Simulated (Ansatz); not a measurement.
System: MgO, space group Fm-3m (No. 225), 2 atoms in the cell, rocksalt type, hydrostatic strain −3.4%.

```yaml
crystal:
  lattice:
    - [0.00000, 2.03090, 2.03090]
    - [2.03090, 0.00000, 2.03090]
    - [2.03090, 2.03090, 0.00000]
  atoms:
    - { symbol: Mg, position: [0.00000, 0.00000, 0.00000] }
    - { symbol: O, position: [0.50000, 0.50000, 0.50000] }
```

Method: DFT, r2SCAN, plane waves, PAW, no spin polarisation, 10×10×10 k mesh (Ansatz 0.2.0).

What does the calculation give for the electronic structure?

There is a gap; over the k points computed it is 6.81 eV (direct among those points). The upper group of valence states starts about 5.1 eV under the valence-band top, with a gap beneath it; it holds about 6 electrons a cell. Within the window shown, the tallest peak of the filled states lies 0.9 eV under the valence-band top, at about 2.6 states per eV and cell.

The cell is at 21 GPa in this functional.

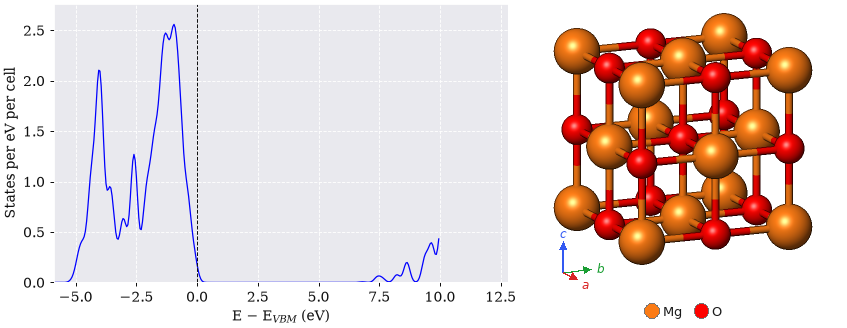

Density of states, beside the structure. Energies are counted from the top of the valence band. The curve is built from the levels of the k mesh with Gaussians 0.3 eV wide, which also blur the band edges.
